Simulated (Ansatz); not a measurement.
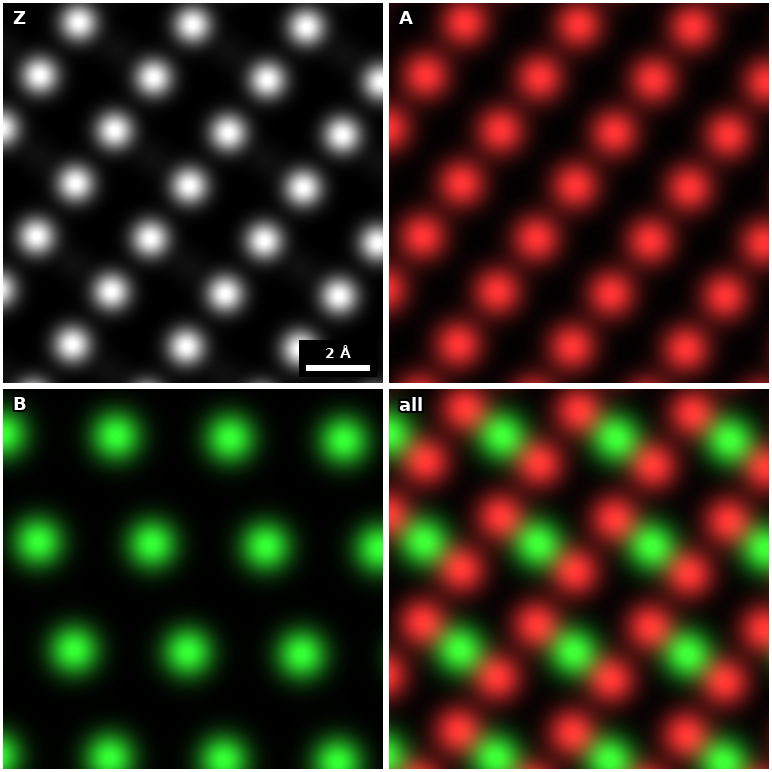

Ta2Si (Fm-3m, No. 225) along [110]. Panel Z: Simulation: incoherent imaging, intensity Z^1.7 per atom, probe width 0.97 Å, thin sample. The other panels are simulated element maps (the number of atoms of one element along the beam, blurred by 1.3 Å; each on its own scale, no channelling); the last overlays them. Atomic positions: coordinates from a relaxation with DFT PBEsol, scalar-relativistic, plane waves, PAW in Ansatz; the starting structure was generated, so it need not be a known form of this composition.

```yaml
crystal:
  lattice:
    - [5.98909, 0.00000, 0.00000]
    - [0.00000, 5.98909, 0.00000]
    - [0.00000, 0.00000, 5.98909]
  atoms:
    - { symbol: Ta, position: [0.25000, 0.75000, 0.75000] }
    - { symbol: Ta, position: [0.25000, 0.25000, 0.75000] }
    - { symbol: Si, position: [0.00000, 0.00000, 0.00000] }
    - { symbol: Ta, position: [0.25000, 0.25000, 0.25000] }
    - { symbol: Ta, position: [0.25000, 0.75000, 0.25000] }
    - { symbol: Si, position: [0.00000, 0.50000, 0.50000] }
    - { symbol: Ta, position: [0.75000, 0.75000, 0.25000] }
    - { symbol: Ta, position: [0.75000, 0.25000, 0.25000] }
    - { symbol: Si, position: [0.50000, 0.00000, 0.50000] }
    - { symbol: Ta, position: [0.75000, 0.25000, 0.75000] }
    - { symbol: Ta, position: [0.75000, 0.75000, 0.75000] }
    - { symbol: Si, position: [0.50000, 0.50000, 0.00000] }
```

**Which element does each lettered map show?**

A: Ta, B: Si. The projected cell (3.67 × 3.67 Å, 109°) holds 3 columns: 2 of Ta and 1 of Si. No column is shared by two of the mapped elements.
